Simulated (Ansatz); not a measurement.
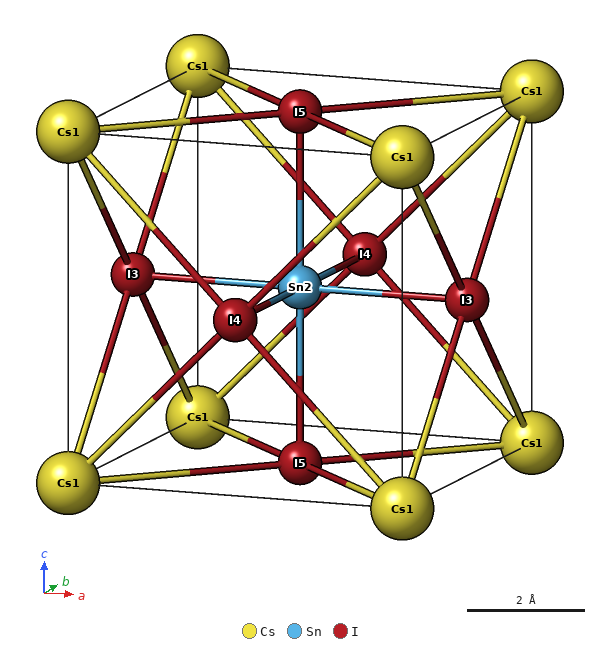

The starting point is solid CsSnI3 (set up in Pm-3m). Style: ball-and-stick. Shown: the cell of the calculation, slightly off an axis.

The calculation used DFT PBEsol, scalar-relativistic, plane waves, PAW (Ansatz 0.2.0). Set-up: plane-wave cutoff 420 eV; k-point mesh 6 × 6 × 6; occupations gaussian; smearing width 0.01 eV; no spin polarisation.

Now this is done to it. Equal strain along all axes, −4.0 %, is applied. Symmetry leaves the atoms no freedom, so this is a single point.

Predict the response.

Some distances before and after: Cs–I 4.337 → 4.164 Å, I–Sn 3.067 → 2.944 Å. The space group stays Pm-3m (No. 221). The energy rises by 44.0 meV per atom. Pressure: 0.0 GPa before, 3.0 GPa after. All forces vanish by symmetry. The gap on the k-mesh of 0.11 eV closes: the variant is metallic.

Drawn alike, the variant:

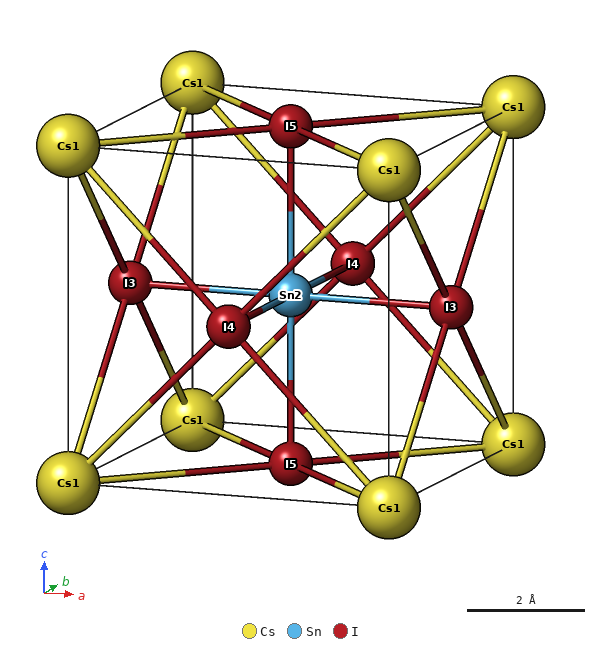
